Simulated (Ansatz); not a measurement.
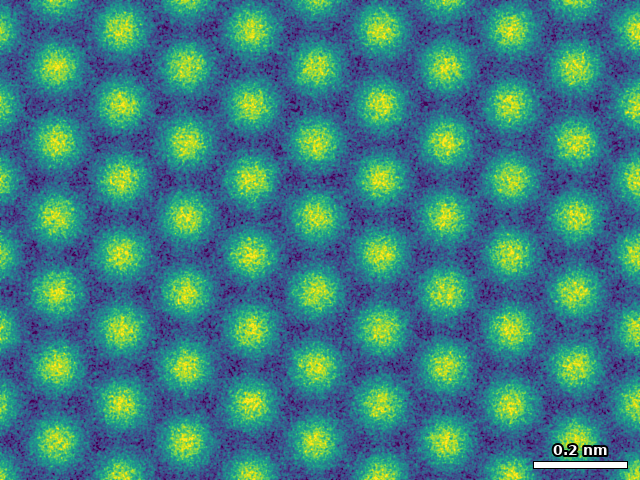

Z-contrast image of W (Fm-3m, No. 225). Simulated incoherent Z contrast: every atom adds Z^1.7 spread by a probe of 1.17 Å full width; channelling and multiple scattering are left out. The probe carries 15 % of its weight in a tail 2.5 times as wide. The display is stretched by a gamma of 0.8; percentages refer to the linear signal. Shot noise was added. Structure used: a calculation's starting geometry; the starting structure was generated, so it need not be a known form of this composition.

```cif
data_structure
_symmetry_space_group_name_H-M 'Fm-3m'
_symmetry_Int_Tables_number 225
_cell_length_a 4.0139
_cell_length_b 4.0139
_cell_length_c 4.0139
_cell_angle_alpha 90.000
_cell_angle_beta 90.000
_cell_angle_gamma 90.000
_cell_volume 64.67
loop_
_atom_site_label
_atom_site_type_symbol
_atom_site_symmetry_multiplicity
_atom_site_Wyckoff_symbol
_atom_site_fract_x
_atom_site_fract_y
_atom_site_fract_z
_atom_site_occupancy
W1 W 4 a 0.00000 0.00000 0.00000 1
```

Q: Along which zone axis is the crystal seen: [211], [111], [210] or [221]? (Directions equivalent by symmetry count as one.)

A: [111]. The projected cells are 1.42 × 2.32 Å, 90° for [211]; 1.64 × 1.64 Å, 120° for [111]; 0.90 × 2.01 Å, 90° for [210]; 0.95 × 1.50 Å, 108° for [221], and the image repeats as the [111] one does.
